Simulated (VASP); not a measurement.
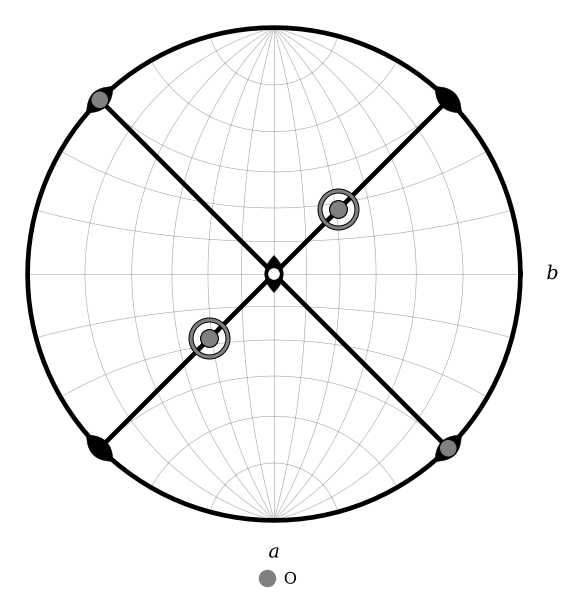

Crystal: SiO2, the geometry relaxed with VASP Kohn-Sham DFT of a periodic cell, LDA, VASP PAW LDA potentials, recommended in VASP. Directions from one silicon atom at (0, 0, 0) to its bonded neighbours, in stereographic projection down c (filled: above the plane of the page or in it, open: below). Geometry calculated from the standardised cell; symmetry tolerance 0.002 Å.

Neighbours are counted up to 2.05 Å for O. The symmetry elements of the site are drawn in: heavy lines are mirror planes (a heavy rim: a mirror in the plane of the page); lens, triangle, square and hexagon are 2-, 3-, 4- and 6-fold axes, a lens in an open square is −4, a triangle in an open hexagon −6; thin dashed diameters join the ends of axes that lie in the page; a small open circle marks inversion.

```
Si O
1.0
     4.15439    0.00000    0.00000
     0.00000    4.15439    0.00000
     0.00000    0.00000    2.66606
Si O
2 4
Cartesian
  0.0000 0.0000 0.0000
  2.0772 2.0772 1.3330
  3.3458 0.8086 1.3330
  1.2686 1.2686 0.0000
  0.8086 3.3458 1.3330
  2.8858 2.8858 0.0000
```

> How many neighbours are there, and at what angles?

6: 4 O at 1.76 Å, 2 O at 1.79 Å. Angles between bonds: 81° (2×), 90° (8×), 99° (2×), 180° (3×).

> What is the site's symmetry in the crystal?

Point group mmm (D2h), order 8: three twofold axes, three mirror planes, an inversion centre. In No. 136, P4_2/mnm this is Wyckoff position 2a.
